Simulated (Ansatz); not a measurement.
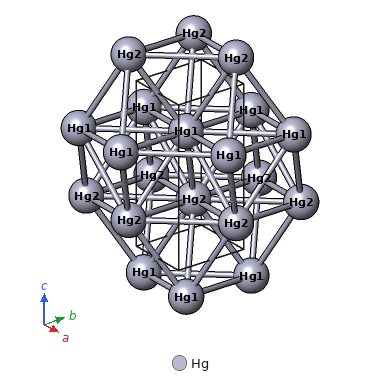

The system is Hg (P6_3/mmc, No. 194; 2 atoms in the cell); the picture shows the reference structure. The energy is mapped over volume and the cell's shape. The first coordinate is: volume per atom; the second: c/a of the conventional cell. Nothing is relaxed (symmetry fixes all fractional coordinates). The scan uses a 5 × 5 grid. Points are written as (first, second). Energies are in meV/atom, from the lowest grid point. The calculation used DFT PBE+D3(BJ), scalar-relativistic, plane waves, PAW (Ansatz). Settings: cutoff 420 eV, k-mesh 18×18×10 in the order of the run's cell vectors, gaussian smearing 0.15 eV, no spin polarisation.

Its coordinates:

```xyz
2
Lattice="3.3522 0.0000 0.0000 -1.6761 2.9031 0.0000 0.0000 0.0000 5.2862" Properties=species:S:1:pos:R:3 pbc="T T T"
Hg    1.6761    0.9677    3.9646
Hg    0.0000    1.9354    1.3215
```

Range: volume per atom from 23.66 to 27.78 Å³; c/a of the conventional cell from 1.455 to 1.709.

### What will the energy surface look like?

The lowest grid point is at (25.72 Å³, 1.577). It is the only kind of minimum in the scanned range. The highest grid point, (23.66 Å³, 1.709), lies 14.6 meV/atom above the lowest. Round the minimum the two coordinates are weakly coupled (coupling 0.07 in units of the two stiffnesses).

```
c/a of the conventional cell ↓, volume per atom →  23.66  24.69  25.72  26.75  27.78
                                            1.709   14.6    6.9    5.2    7.5   12.4
                                            1.641   12.3    3.6    1.4    3.5    8.3
                                            1.577   11.2    2.2    0.0    2.1    7.0
                                            1.515   12.5    3.5    0.9    2.9    7.8
                                            1.455   13.7    5.4    3.1    5.1   10.1
```

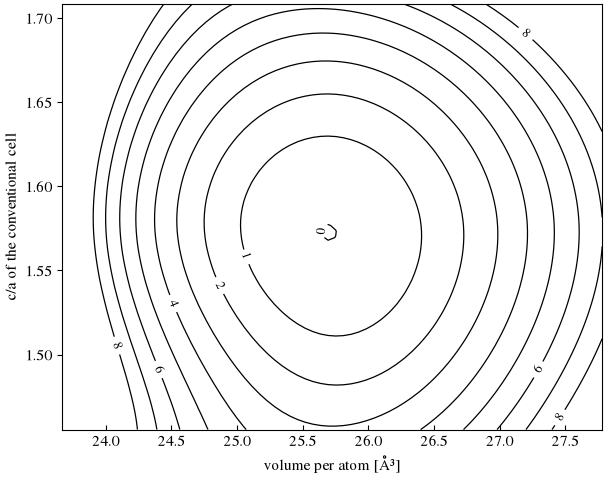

In the figure: contour lines labelled in meV/atom (none above 8). Between grid points the surface is interpolated.

The whole map (25 points run) took 4.3 min on 1 thread of Arm Neoverse V1, on a shared host.
